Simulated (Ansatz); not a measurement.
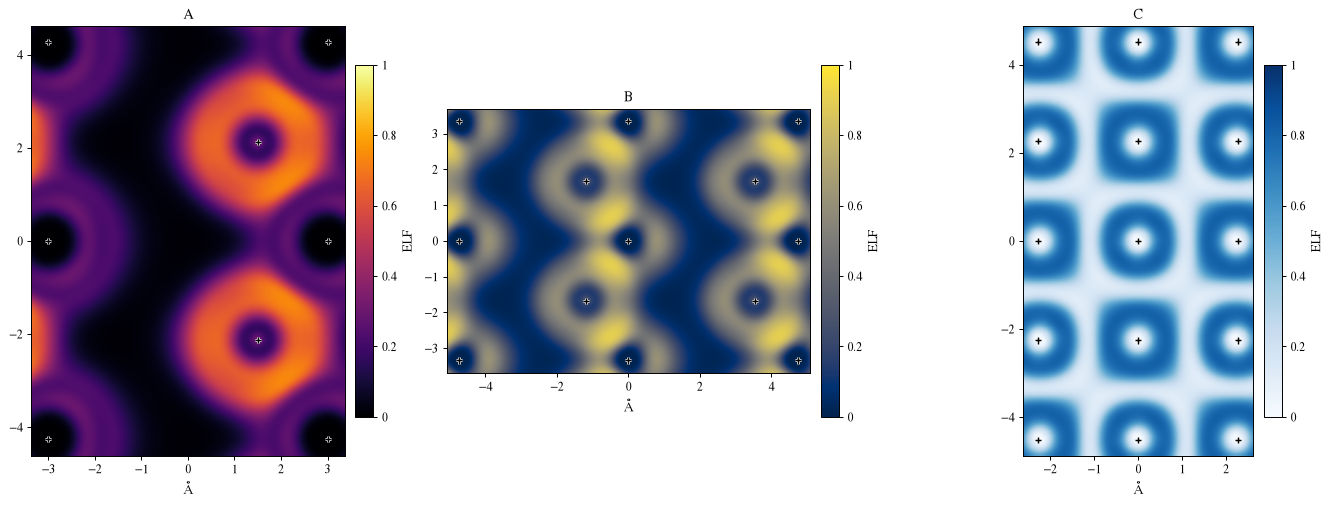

The electron localisation function of 3 systems, each on a plane through atoms (crosses mark nuclei in the plane).

Method: DFT LDA, scalar-relativistic, plane waves, PAW (Ansatz 0.2.0).

System 1: InAs, the (101) plane of the conventional cell. Space group F-43m.

System 2: BAs, the (101) plane of the conventional cell. Space group F-43m.

System 3: ZrN, the (001) plane of the conventional cell. Space group Fm-3m; computed without spin polarisation.

```
Zr N
1.0
     4.52456    0.00000    0.00000
     0.00000    4.52456    0.00000
     0.00000    0.00000    4.52456
Zr N
4 4
Cartesian
  0.0000 0.0000 0.0000
  2.2623 2.2623 0.0000
  2.2623 0.0000 2.2623
  0.0000 2.2623 2.2623
  2.2623 0.0000 0.0000
  0.0000 2.2623 0.0000
  0.0000 0.0000 2.2623
  2.2623 2.2623 2.2623
```

**Match each panel to its system.**

Panel A is system 1, InAs: the plane holds In and As. In–As (2.61 Å): the ELF peaks at about 0.75 between the atoms. Panel B is system 2, BAs: the plane holds B and As. B–As (2.05 Å): the ELF peaks at about 0.90 between the atoms (a covalent bond). Panel C is system 3, ZrN: the plane holds Zr and N. Zr–N (2.26 Å): the ELF peaks at about 0.80 in the valence shell of N, 0.7 Å from its nucleus, and drops to about 0.15 between the two atoms; no localised pair shows between them.
